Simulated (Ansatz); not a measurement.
Structure data:

```yaml
crystal:
  lattice:
    - [3.95932, 0.00000, 0.00000]
    - [0.00000, 3.95932, 0.00000]
    - [0.00000, 0.00000, 3.95932]
  atoms:
    - { symbol: Pb, position: [0.00000, 0.00000, 0.00000] }
    - { symbol: Pb, position: [0.50000, 0.50000, 0.50000] }
```

What would you see if this were drawn?

The element is lead. The symmetry is that of Im-3m (No. 229), on a body-centred cubic lattice. The structure is of the kind named body-centred cubic (W type). The cell holds two atoms. Around each Pb lie eight Pb in a cubic arrangement at 3.43 Å. The bonds build a three-dimensional framework.

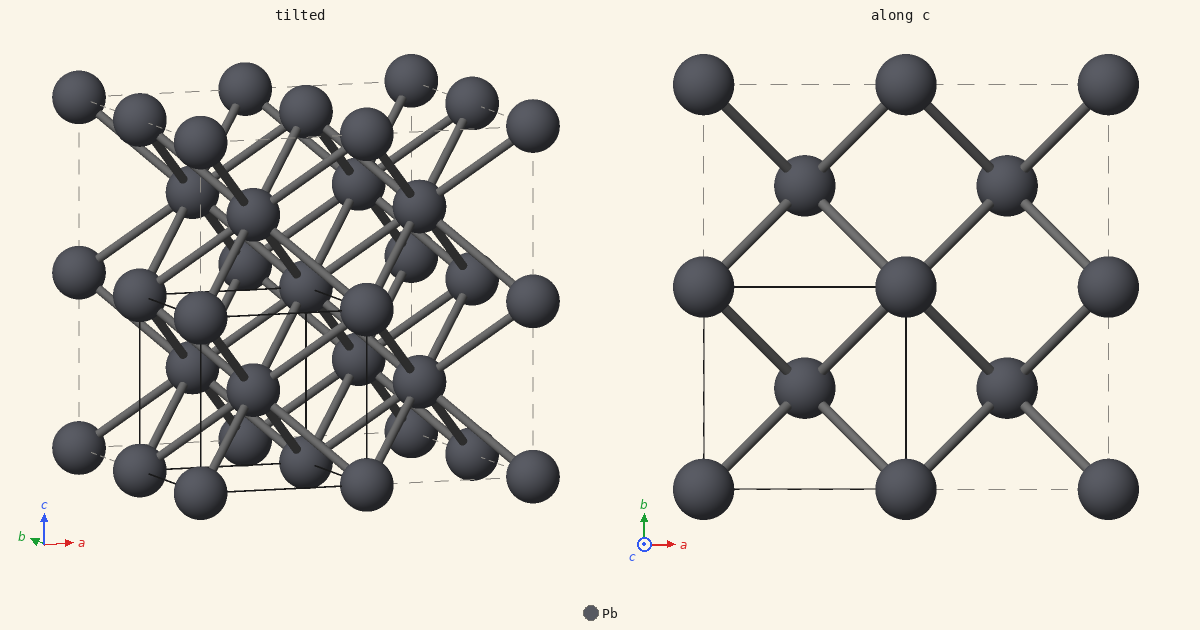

The image is a ball-and-stick drawing of a crystal, viewed slightly off an axis and along the c axis. 2×2×2 cells are drawn; the solid outline is the conventional unit cell. Colours: lead dark grey.

Starting structure: a structure listed in the Materials Project. Earlier steps of the study may have refined or changed the cell and positions. It went into a calculation with Ansatz.
